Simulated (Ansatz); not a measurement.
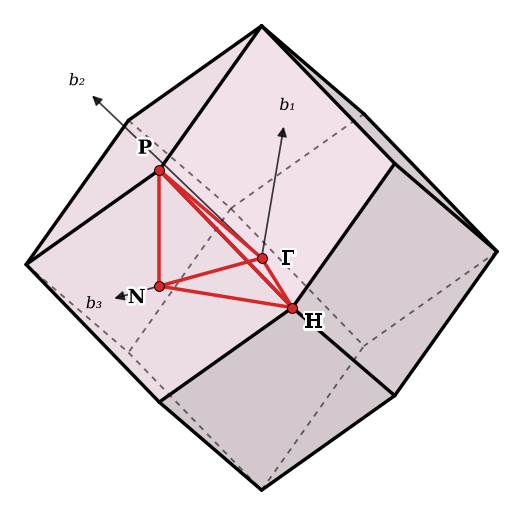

For Cd, the end point of a relaxation with DFT, RPBE, plane waves (420 eV) with PAW, scalar-relativistic (Ansatz 0.2.0); the starting structure was generated, so it need not be a known form of this composition: the figure shows the first Brillouin zone with its special points and a band path. Geometry calculated from the standardised cell; symmetry tolerance 0.002 Å.

Labels and path follow the convention of Hinuma et al. (2017), as computed by seekpath; the arrows show the directions of the reciprocal primitive vectors b₁, b₂, b₃.

Name the Bravais lattice of the crystal.

A body-centred cubic lattice (cI; extended symbol cI1). The zone is a rhombic dodecahedron in its combinatorial type: 12 faces (12 with 4 edges), 24 edges, 14 vertices.

In which order does the conventional band path visit the special points?

Γ–H–N–Γ–P–H | P–N
